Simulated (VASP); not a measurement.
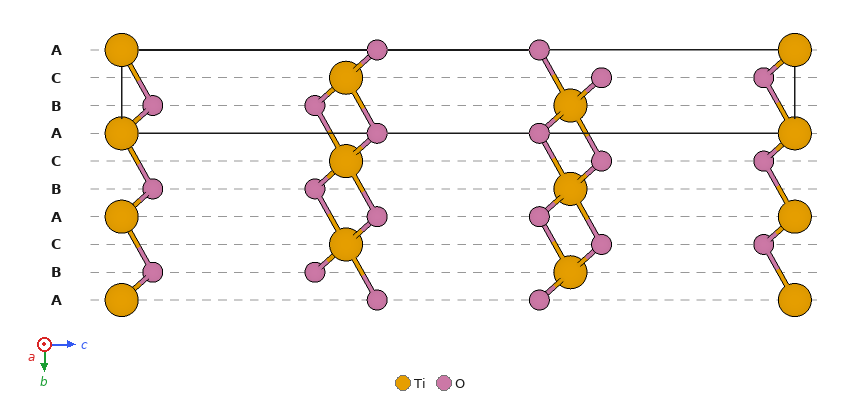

Projection along an edge of the hexagonal mesh, stacking direction c to the right. The dashed lines mark the three columns A (0, 0), B (1/3, 2/3) and C (2/3, 1/3). The sequence starts with the first layer at or above the cell's origin.

TiO₂: a cell listed in the Materials Project, as set up for an electronic-structure calculation.

Q: Read off the stacking sequence over one period.

A: Ti(A) – O(B) – O(B) – Ti(C) – O(A) – O(A) – Ti(B) – O(C) – O(C) (nine layers in 20.94 Å).

Q: How are the O layers alone stacked?

A: O layers alone: BBAACC, a sequence in which some neighbouring layers lie directly above each other.

Q: Which positions between or in the O layers do the other atoms fill?

A: Ti: three octahedral sites (per hexagonal cell). Three of the six gaps between O layers are empty, 5.05 Å wide.

Q: What short polytype symbol fits?

A: Polytype symbol 3R, the symbol of a layered MX2 polytype (number of slabs in the repeat and lattice).
